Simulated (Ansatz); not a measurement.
Input

```
crystal:
  lattice:
    - [4.9188979732, 0.0, 0.0]
    - [-1.2297244933, 2.1299453017, 0.0]
    - [0.0, 0.0, 25.4043950656]
  atoms:
    - { symbol: Ni, position: [0.3333333333, 0.3333333333, 0.3345877742], spin: 0.77 }
    - { symbol: Ni, position: [0.8333333333, 0.3333333333, 0.3345877742], spin: 0.77 }
    - { symbol: Ni, position: [0.6666666667, 0.6666666667, 0.4136343992], spin: 0.77 }
    - { symbol: Ni, position: [0.1666666667, 0.6666666667, 0.4136343992], spin: 0.77 }
    - { symbol: Ni, position: [0.0, 0.0, 0.4926810241], spin: 0.77 }
    - { symbol: Ni, position: [0.5, 0.0, 0.4926810241], spin: 0.77 }
    - { symbol: Ni, position: [0.3333333333, 0.3333333333, 0.571727649], spin: 0.77 }
    - { symbol: Ni, position: [0.8333333333, 0.3333333333, 0.571727649], spin: 0.77 }
    - { symbol: O, position: [0.1666666666, 0.6666666666, 0.6354961425] }
    - { symbol: H, position: [-0.0306728664, 0.5794958722, 0.6504541841] }
    - { symbol: H, position: [0.2057842009, 0.3531154039, 0.6504541841] }
basis:
  ecutwfc: 420
kpoints:
  mp_grid: { grid: [7, 13, 1] }
hamiltonian:
  xc: pbe
  dispersion: d3bj
scf:
  occupations: { method: gaussian, width: 0.1 }
output:
  forces: true
  eigenvalues: true
  populations: true
  write_density: true
  write_potential: true
  elf: true
  volumetric_format: npy
magnetization:
  spin_polarized: true
relax:
  adjacent_minimum: "off"
  f_tol: 0.03
  max_steps: 70
  constraints: [{ sites: [0, 1, 2, 3] }]
efield:
  axis: 3
  dipole_correction: true
```

Run with:

```sh
ansatz run input.yaml --threads 8 --pin off --max-ram 22528MiB --backend cpu --events-out ev --progress --plain --runs-dir out
```

The fields are those of the run's last geometry, not of the input's.

The SCF solution may not be the lowest one; spin-polarised.

All numbers below come from DFT PBE+D3(BJ), scalar-relativistic, plane waves, PAW in Ansatz 0.2.0.

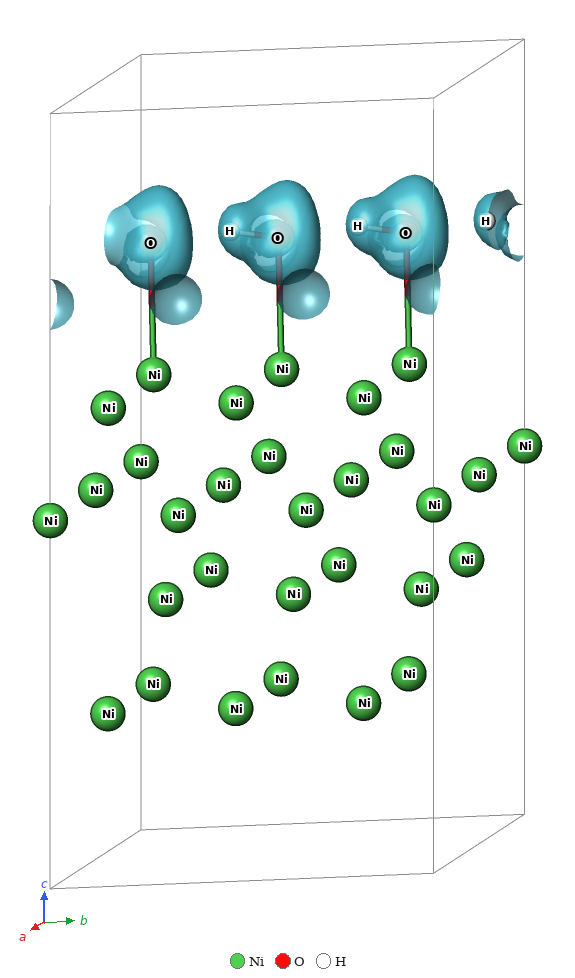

Ni8H2O (slab). Isosurface of the ELF at 0.7 (cyan), seen slightly off an axis. Only the valence region is drawn (cores and ρ < 0.01 e/Å³ removed). Sticks mark near contacts.

Identify the bonds, lone pairs and shells in this picture.

Answer. The ELF exceeds this value in one joined region spread over several atoms (H, O), in which their bonds and any lone pairs are merged, counted in one cell of 11 atoms. Counts are for one cell; the picture repeats the cell along the surface.

Values along the shortest contacts:
O–H (0.99 Å): the ELF climbs to about 1 towards the hydrogen, as it does in any bond to H (a covalent bond by its length). Ni–O (2.51 Å): the ELF is about 0.10 at the midpoint; no shared electron pair shows on this line.
